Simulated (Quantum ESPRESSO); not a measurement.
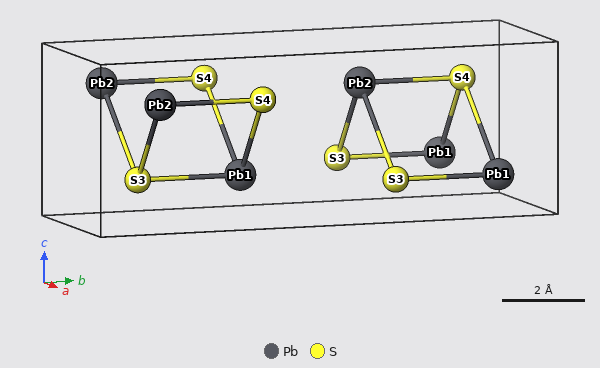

Figure 1. The structure (ball-and-stick view of the cell 2 times as large as that of the calculation, set on its symmetry axes, seen slightly off an axis; atoms are numbered from 1 in the order of the input). An atom can appear more than once, as a periodic image. Near neighbours in the periodic cell (some may lie outside the picture): Pb has 5 S at 2.69 to 2.99 Å; S has 5 Pb at 2.69 to 2.99 Å.

Band-structure run, with input and output: PbS (part 1 of 3)

PbS (4 atoms in the cell), computed with Kohn-Sham DFT of a periodic cell, r2SCAN, SG15 PBE 1.2, no spin polarisation (Quantum ESPRESSO 7.5).

The structure derives from a Materials Project entry.

Input file
```
&CONTROL
  calculation = 'scf'
  prefix = 'pwscf'
  outdir = './tmp'
  pseudo_dir = './pseudo'
  tprnfor = .true.
  tstress = .true.
  disk_io = 'low'
/
&SYSTEM
  ibrav = 0
  celldm(1) = 8
  nat = 4
  ntyp = 2
  ecutwfc = 56
  nbnd = 28
  input_dft = 'r2scan'
  occupations = 'smearing'
  smearing = 'fd'
  degauss = 0.00367493
  nosym = .true.
/
&ELECTRONS
  conv_thr = 1d-08
  electron_maxstep = 120
  mixing_beta = 0.5
/
ATOMIC_SPECIES
Pb   207.2000 Pb_ONCV_PBE-1.2.upf
S     32.0600 S_ONCV_PBE-1.2.upf
CELL_PARAMETERS alat
  0.4913176182159  -1.4152387757724   0.0000000000000
  0.4913176182159   1.4152387757724   0.0000000000000
  0.0000000000000   0.0000000000000   1.0108430719970
ATOMIC_POSITIONS crystal
Pb     0.1305633500    0.8694366500    0.2500000000
Pb     0.8694366500    0.1305633500    0.7500000000
S      0.3547970900    0.6452029100    0.2500000000
S      0.6452029100    0.3547970900    0.7500000000
K_POINTS automatic
6 6 5 0 0 0
```

File bands.in
```
&CONTROL
  calculation = 'bands'
  prefix = 'pwscf'
  outdir = './tmp'
  pseudo_dir = './pseudo'
  disk_io = 'low'
  verbosity = 'high'
/
&SYSTEM
  ibrav = 0
  celldm(1) = 8
  nat = 4
  ntyp = 2
  ecutwfc = 56
  nbnd = 28
  input_dft = 'r2scan'
  occupations = 'smearing'
  smearing = 'fd'
  degauss = 0.00367493
  nosym = .true.
/
&ELECTRONS
  conv_thr = 1d-08
  electron_maxstep = 120
  mixing_beta = 0.5
  diago_full_acc = .true.
  startingwfc = 'random'
/
ATOMIC_SPECIES
Pb   207.2000 Pb_ONCV_PBE-1.2.upf
S     32.0600 S_ONCV_PBE-1.2.upf
CELL_PARAMETERS alat
  0.4913176182159  -1.4152387757724   0.0000000000000
  0.4913176182159   1.4152387757724   0.0000000000000
  0.0000000000000   0.0000000000000   1.0108430719970
ATOMIC_POSITIONS crystal
Pb     0.1305633500    0.8694366500    0.2500000000
Pb     0.8694366500    0.1305633500    0.7500000000
S      0.3547970900    0.6452029100    0.2500000000
S      0.6452029100    0.3547970900    0.7500000000
K_POINTS crystal
60
 0.0000000000  0.0000000000  0.0000000000 1
 0.0466884040  0.0466884040  0.0000000000 1
 0.0933768081  0.0933768081  0.0000000000 1
 0.1400652121  0.1400652121  0.0000000000 1
 0.1867536161  0.1867536161  0.0000000000 1
 0.2334420202  0.2334420202  0.0000000000 1
 0.2801304242  0.2801304242  0.0000000000 1
 0.0000000000  0.5000000000  0.0000000000 1
 0.0000000000  0.5000000000  0.1000000000 1
 0.0000000000  0.5000000000  0.2000000000 1
 0.0000000000  0.5000000000  0.3000000000 1
 0.0000000000  0.5000000000  0.4000000000 1
 0.0000000000  0.5000000000  0.5000000000 1
 0.2801304242  0.2801304242  0.5000000000 1
 0.2334420202  0.2334420202  0.5000000000 1
 0.1867536161  0.1867536161  0.5000000000 1
 0.1400652121  0.1400652121  0.5000000000 1
 0.0933768081  0.0933768081  0.5000000000 1
 0.0466884040  0.0466884040  0.5000000000 1
 0.0000000000  0.0000000000  0.5000000000 1
 0.0000000000  0.0000000000  0.4166666667 1
 0.0000000000  0.0000000000  0.3333333333 1
 0.0000000000  0.0000000000  0.2500000000 1
 0.0000000000  0.0000000000  0.1666666667 1
 0.0000000000  0.0000000000  0.0833333333 1
 0.0000000000  0.0000000000  0.0000000000 1
-0.1250000000  0.1250000000  0.0000000000 1
-0.2500000000  0.2500000000  0.0000000000 1
-0.3750000000  0.3750000000  0.0000000000 1
-0.5000000000  0.5000000000  0.0000000000 1
-0.4560260848  0.5439739152  0.0000000000 1
-0.4120521697  0.5879478303  0.0000000000 1
-0.3680782545  0.6319217455  0.0000000000 1
-0.3241043394  0.6758956606  0.0000000000 1
-0.2801304242  0.7198695758  0.0000000000 1
-0.2801304242  0.7198695758  0.0833333333 1
-0.2801304242  0.7198695758  0.1666666667 1
-0.2801304242  0.7198695758  0.2500000000 1
-0.2801304242  0.7198695758  0.3333333333 1
-0.2801304242  0.7198695758  0.4166666667 1
-0.2801304242  0.7198695758  0.5000000000 1
-0.3167753535  0.6832246465  0.5000000000 1
-0.3534202828  0.6465797172  0.5000000000 1
-0.3900652121  0.6099347879  0.5000000000 1
-0.4267101414  0.5732898586  0.5000000000 1
-0.4633550707  0.5366449293  0.5000000000 1
-0.5000000000  0.5000000000  0.5000000000 1
-0.5000000000  0.5000000000  0.4285714286 1
-0.5000000000  0.5000000000  0.3571428571 1
-0.5000000000  0.5000000000  0.2857142857 1
-0.5000000000  0.5000000000  0.2142857143 1
-0.5000000000  0.5000000000  0.1428571429 1
-0.5000000000  0.5000000000  0.0714285714 1
-0.5000000000  0.5000000000  0.0000000000 1
 0.0000000000  0.0000000000  0.5000000000 1
-0.1000000000  0.1000000000  0.5000000000 1
-0.2000000000  0.2000000000  0.5000000000 1
-0.3000000000  0.3000000000  0.5000000000 1
-0.4000000000  0.4000000000  0.5000000000 1
-0.5000000000  0.5000000000  0.5000000000 1
```

Hardware: 4 threads of AMD EPYC 7571, 64 GiB of memory available, shared host.

Launch command:
```bash
OMP_NUM_THREADS=1 mpirun -n 4 pw.x -nk 2 -in pw.in > pw.out
OMP_NUM_THREADS=1 mpirun -n 4 pw.x -nk 4 -in bands.in > bands.out
```

What the program printed
```
This program is part of the open-source Quantum ESPRESSO suite
     for quantum simulation of materials; please cite
         "P. Giannozzi et al., J. Phys.:Condens. Matter 21 395502 (2009);
         "P. Giannozzi et al., J. Phys.:Condens. Matter 29 465901 (2017);
         "P. Giannozzi et al., J. Chem. Phys. 152 154105 (2020);
          URL
     in publications or presentations arising from this work. More details at

     IMPORTANT: XC functional enforced from input :
     Exchange-correlation= R2SCAN
                           (   0   0   0   0   0 497 498)
     Any further DFT definition will be discarded
     Please, verify this is what you really want

     K-points division:     npool     =       2
     Subspace diagonalization in iterative solution of the eigenvalue problem:
     a serial algorithm will be used

     --------------------
     sticks:   dense  smooth     PW     G-vecs:    dense   smooth      PW
     Min         791     791    246                20388    20388    3512
     Max         792     792    247                20389    20389    3513
     Sum        1583    1583    493                40777    40777    7025

     Using Slab Decomposition

     bravais-lattice index     =            0
     lattice parameter (alat)  =       8.0000  a.u.
     unit-cell volume          =     719.7402 (a.u.)^3
     number of atoms/cell      =            4
     number of atomic types    =            2
     number of electrons       =        40.00
     number of Kohn-Sham states=           28
     kinetic-energy cutoff     =      56.0000  Ry
     charge density cutoff     =     224.0000  Ry
     scf convergence threshold =      1.0E-08
     mixing beta               =       0.5000
     number of iterations used =            8  plain     mixing
     Exchange-correlation= R2SCAN
                           (   0   0   0   0   0 497 498)

     celldm(1)=   8.000000  celldm(2)=   0.000000  celldm(3)=   0.000000
     celldm(4)=   0.000000  celldm(5)=   0.000000  celldm(6)=   0.000000

     crystal axes: (cart. coord. in units of alat)
               a(1) = (   0.491318  -1.415239   0.000000 )
               a(2) = (   0.491318   1.415239   0.000000 )
               a(3) = (   0.000000   0.000000   1.010843 )

     reciprocal axes: (cart. coord. in units 2 pi/alat)
               b(1) = (  1.017672 -0.353297  0.000000 )
               b(2) = (  1.017672  0.353297 -0.000000 )
               b(3) = ( -0.000000  0.000000  0.989273 )

     PseudoPot. # 1 for Pb read from file:
     Pb_ONCV_PBE-1.2.upf
     Pseudo is Norm-conserving, Zval = 14.0
     Generated using ONCVPSP code by D. R. Hamann
     Using radial grid of  602 points,  8 beta functions with:
                l(1) =   0
                l(2) =   0
                l(3) =   1
                l(4) =   1
                l(5) =   2
                l(6) =   2
                l(7) =   3
                l(8) =   3

     PseudoPot. # 2 for S  read from file:
     S_ONCV_PBE-1.2.upf
     Pseudo is Norm-conserving, Zval =  6.0
     Generated using ONCVPSP code by D. R. Hamann
     Using radial grid of  602 points,  4 beta functions with:
                l(1) =   0
                l(2) =   0
                l(3) =   1
                l(4) =   1

     atomic species   valence    mass     pseudopotential
     Pb               14.00   207.20000     Pb( 1.00)
     S                 6.00    32.06000     S ( 1.00)

     No symmetry found

   Cartesian axes

     site n.     atom                  positions (alat units)
         1        Pb     tau(   1) = (   0.4913176   1.0456821   0.2527108  )
         2        Pb     tau(   2) = (   0.4913176  -1.0456821   0.7581323  )
         3        S      tau(   3) = (   0.4913176   0.4109936   0.2527108  )
         4        S      tau(   4) = (   0.4913176  -0.4109936   0.7581323  )

     number of k points=    92  Fermi-Dirac smearing, width (Ry)=  0.0037
                       cart. coord. in units 2pi/alat
        k(    1) = (   0.0000000   0.0000000   0.0000000), wk =   0.0111111
        k(    2) = (   0.0000000   0.0000000   0.1978546), wk =   0.0222222
        k(    3) = (   0.0000000   0.0000000   0.3957093), wk =   0.0222222
        k(    4) = (   0.1696119   0.0588829   0.0000000), wk =   0.0222222
        k(    5) = (   0.1696119   0.0588829   0.1978546), wk =   0.0222222
        k(    6) = (   0.1696119   0.0588829   0.3957093), wk =   0.0222222
        k(    7) = (   0.1696119   0.0588829  -0.3957093), wk =   0.0222222
        k(    8) = (   0.1696119   0.0588829  -0.1978546), wk =   0.0222222
        k(    9) = (   0.3392239   0.1177658   0.0000000), wk =   0.0222222
        k(   10) = (   0.3392239   0.1177658   0.1978546), wk =   0.0222222
        k(   11) = (   0.3392239   0.1177658   0.3957093), wk =   0.0222222
        k(   12) = (   0.3392239   0.1177658  -0.3957093), wk =   0.0222222
        k(   13) = (   0.3392239   0.1177658  -0.1978546), wk =   0.0222222
        k(   14) = (  -0.5088358  -0.1766486   0.0000000), wk =   0.0111111
        k(   15) = (  -0.5088358  -0.1766486   0.1978546), wk =   0.0222222
        k(   16) = (  -0.5088358  -0.1766486   0.3957093), wk =   0.0222222
        k(   17) = (   0.1696119  -0.0588829   0.0000000), wk =   0.0222222
        k(   18) = (   0.1696119  -0.0588829   0.1978546), wk =   0.0222222
        k(   19) = (   0.1696119  -0.0588829   0.3957093), wk =   0.0222222
        k(   20) = (   0.1696119  -0.0588829  -0.3957093), wk =   0.0222222
        k(   21) = (   0.1696119  -0.0588829  -0.1978546), wk =   0.0222222
        k(   22) = (   0.3392239   0.0000000   0.0000000), wk =   0.0222222
        k(   23) = (   0.3392239   0.0000000   0.1978546), wk =   0.0222222
        k(   24) = (   0.3392239   0.0000000   0.3957093), wk =   0.0222222
        k(   25) = (   0.3392239   0.0000000  -0.3957093), wk =   0.0222222
        k(   26) = (   0.3392239   0.0000000  -0.1978546), wk =   0.0222222
        k(   27) = (   0.5088358   0.0588829   0.0000000), wk =   0.0222222
        k(   28) = (   0.5088358   0.0588829   0.1978546), wk =   0.0222222
        k(   29) = (   0.5088358   0.0588829   0.3957093), wk =   0.0222222
        k(   30) = (   0.5088358   0.0588829  -0.3957093), wk =   0.0222222
        k(   31) = (   0.5088358   0.0588829  -0.1978546), wk =   0.0222222
        k(   32) = (  -0.3392239  -0.2355315   0.0000000), wk =   0.0222222
        k(   33) = (  -0.3392239  -0.2355315   0.1978546), wk =   0.0222222
        k(   34) = (  -0.3392239  -0.2355315   0.3957093), wk =   0.0222222
        k(   35) = (  -0.3392239  -0.2355315  -0.3957093), wk =   0.0222222
        k(   36) = (  -0.3392239  -0.2355315  -0.1978546), wk =   0.0222222
        k(   37) = (  -0.1696119  -0.1766486   0.0000000), wk =   0.0222222
        k(   38) = (  -0.1696119  -0.1766486   0.1978546), wk =   0.0222222
        k(   39) = (  -0.1696119  -0.1766486   0.3957093), wk =   0.0222222
        k(   40) = (  -0.1696119  -0.1766486  -0.3957093), wk =   0.0222222
        k(   41) = (  -0.1696119  -0.1766486  -0.1978546), wk =   0.0222222
        k(   42) = (   0.0000000  -0.1177658   0.0000000), wk =   0.0222222
        k(   43) = (   0.0000000  -0.1177658   0.1978546), wk =   0.0222222
        k(   44) = (   0.0000000  -0.1177658   0.3957093), wk =   0.0222222
        k(   45) = (   0.0000000  -0.1177658  -0.3957093), wk =   0.0222222
        k(   46) = (   0.0000000  -0.1177658  -0.1978546), wk =   0.0222222
        k(   47) = (   0.3392239  -0.1177658   0.0000000), wk =   0.0222222
        k(   48) = (   0.3392239  -0.1177658   0.1978546), wk =   0.0222222
        k(   49) = (   0.3392239  -0.1177658   0.3957093), wk =   0.0222222
        k(   50) = (   0.3392239  -0.1177658  -0.3957093), wk =   0.0222222
        k(   51) = (   0.3392239  -0.1177658  -0.1978546), wk =   0.0222222
        k(   52) = (   0.5088358  -0.0588829   0.0000000), wk =   0.0222222
        k(   53) = (   0.5088358  -0.0588829   0.1978546), wk =   0.0222222
        k(   54) = (   0.5088358  -0.0588829   0.3957093), wk =   0.0222222
        k(   55) = (   0.5088358  -0.0588829  -0.3957093), wk =   0.0222222
        k(   56) = (   0.5088358  -0.0588829  -0.1978546), wk =   0.0222222
        k(   57) = (   0.6784478   0.0000000   0.0000000), wk =   0.0222222
        k(   58) = (   0.6784478   0.0000000   0.1978546), wk =   0.0222222
        k(   59) = (   0.6784478   0.0000000   0.3957093), wk =   0.0222222
        k(   60) = (   0.6784478   0.0000000  -0.3957093), wk =   0.0222222
        k(   61) = (   0.6784478   0.0000000  -0.1978546), wk =   0.0222222
        k(   62) = (  -0.1696119  -0.2944144   0.0000000), wk =   0.0222222
        k(   63) = (  -0.1696119  -0.2944144   0.1978546), wk =   0.0222222
        k(   64) = (  -0.1696119  -0.2944144   0.3957093), wk =   0.0222222
        k(   65) = (  -0.1696119  -0.2944144  -0.3957093), wk =   0.0222222
        k(   66) = (  -0.1696119  -0.2944144  -0.1978546), wk =   0.0222222
        k(   67) = (  -0.0000000  -0.2355315   0.0000000), wk =   0.0222222
        k(   68) = (  -0.0000000  -0.2355315   0.1978546), wk =   0.0222222
        k(   69) = (  -0.0000000  -0.2355315   0.3957093), wk =   0.0222222
        k(   70) = (  -0.0000000  -0.2355315  -0.3957093), wk =   0.0222222
        k(   71) = (  -0.0000000  -0.2355315  -0.1978546), wk =   0.0222222
        k(   72) = (   0.1696119  -0.1766486   0.0000000), wk =   0.0222222
        k(   73) = (   0.1696119  -0.1766486   0.1978546), wk =   0.0222222
        k(   74) = (   0.1696119  -0.1766486   0.3957093), wk =   0.0222222
        k(   75) = (   0.1696119  -0.1766486  -0.3957093), wk =   0.0222222
        k(   76) = (   0.1696119  -0.1766486  -0.1978546), wk =   0.0222222
        k(   77) = (  -0.5088358   0.1766486   0.0000000), wk =   0.0111111
        k(   78) = (  -0.5088358   0.1766486   0.1978546), wk =   0.0222222
        k(   79) = (  -0.5088358   0.1766486   0.3957093), wk =   0.0222222
        k(   80) = (  -0.3392239   0.2355315   0.0000000), wk =   0.0222222
        k(   81) = (  -0.3392239   0.2355315   0.1978546), wk =   0.0222222
        k(   82) = (  -0.3392239   0.2355315   0.3957093), wk =   0.0222222
        k(   83) = (  -0.3392239   0.2355315  -0.3957093), wk =   0.0222222
        k(   84) = (  -0.3392239   0.2355315  -0.1978546), wk =   0.0222222
        k(   85) = (  -0.1696119   0.2944144   0.0000000), wk =   0.0222222
        k(   86) = (  -0.1696119   0.2944144   0.1978546), wk =   0.0222222
        k(   87) = (  -0.1696119   0.2944144   0.3957093), wk =   0.0222222
        k(   88) = (  -0.1696119   0.2944144  -0.3957093), wk =   0.0222222
        k(   89) = (  -0.1696119   0.2944144  -0.1978546), wk =   0.0222222
        k(   90) = (  -1.0176716   0.0000000   0.0000000), wk =   0.0111111
        k(   91) = (  -1.0176716   0.0000000   0.1978546), wk =   0.0222222
        k(   92) = (  -1.0176716   0.0000000   0.3957093), wk =   0.0222222

     Dense  grid:    40777 G-vectors     FFT dimensions: (  60,  60,  40)

     WARNING: libxc functional with ID  497 depends
      on external parameters: check the user_guide of
      QE if you need to modify them or to check their
      default values.

     WARNING: libxc functional with ID  498 depends
      on external parameters: check the user_guide of
      QE if you need to modify them or to check their
      default values.

     Initial potential from superposition of free atoms

     starting charge      39.7752, renormalised to      40.0000
     Starting wfcs are random

     Self-consistent Calculation

     iteration #  1     ecut=    56.00 Ry     beta= 0.50
     Davidson diagonalization with overlap
     ethr =  1.00E-02,  avg # of iterations =  9.6

     total energy              =    -265.33990612 Ry
     estimated scf accuracy    <      18.95094421 Ry

     iteration #  2     ecut=    56.00 Ry     beta= 0.50
     Davidson diagonalization with overlap
     ethr =  1.00E-02,  avg # of iterations =  1.0

     total energy              =    -265.57568503 Ry
     estimated scf accuracy    <       5.99420220 Ry

     iteration #  3     ecut=    56.00 Ry     beta= 0.50
     Davidson diagonalization with overlap
     ethr =  1.00E-02,  avg # of iterations =  1.0

     total energy              =    -265.58369252 Ry
     estimated scf accuracy    <       0.11637404 Ry

     iteration #  4     ecut=    56.00 Ry     beta= 0.50
     Davidson diagonalization with overlap
     ethr =  2.91E-04,  avg # of iterations =  2.5

     total energy              =    -265.59934485 Ry
     estimated scf accuracy    <       0.00454267 Ry

     iteration #  5     ecut=    56.00 Ry     beta= 0.50
     Davidson diagonalization with overlap
     ethr =  1.14E-05,  avg # of iterations =  6.5

     total energy              =    -265.59993501 Ry
     estimated scf accuracy    <       0.00027759 Ry

     iteration #  6     ecut=    56.00 Ry     beta= 0.50
     Davidson diagonalization with overlap
     ethr =  6.94E-07,  avg # of iterations =  2.4

     total energy              =    -265.59998659 Ry
     estimated scf accuracy    <       0.00008256 Ry

     iteration #  7     ecut=    56.00 Ry     beta= 0.50
     Davidson diagonalization with overlap
     ethr =  2.06E-07,  avg # of iterations =  1.0

     total energy              =    -265.59999254 Ry
     estimated scf accuracy    <       0.00000251 Ry
```
